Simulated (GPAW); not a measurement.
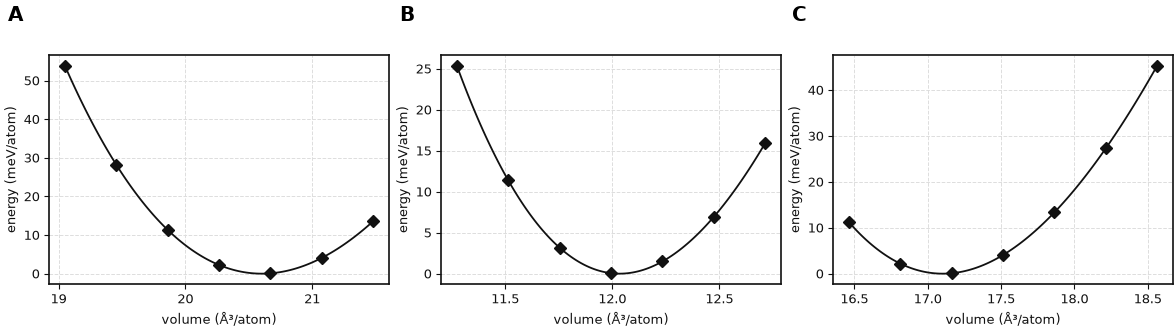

Each panel shows the energy against volume for one of these solids: Cu, Cmcm (No. 63); InPd, Pm-3m (No. 221); PtSe₂, P-3m1 (No. 164).

Calculation (GPAW 26.7.0): PAW DFT in plane waves, on a grid or in atomic orbitals, no spin polarisation; energies at scaled volumes of the given cell, shape and fractions fixed, counted from the fit's minimum, third-order Birch-Murnaghan fit. Level: PBEsol.

**Match the panels to the solids.**

A is PtSe₂ (energy from 0.09 meV/atom to 53.84 meV/atom, V0 20.6 Å³/atom, B0 126 GPa); B is Cu (energy from 0.06 meV/atom to 25.37 meV/atom, V0 12.03 Å³/atom, B0 148 GPa); C is InPd (energy from 0.10 meV/atom to 45.30 meV/atom, V0 17.1 Å³/atom, B0 139 GPa).

For Cu, limits of the calculation: shape and atomic fractions are frozen while scaling, which makes layered, chain and framework solids too stiff.

For PtSe₂, limits of the calculation: spin-orbit coupling left out, heavy elements; shape and atomic fractions are frozen while scaling, which makes layered, chain and framework solids too stiff.
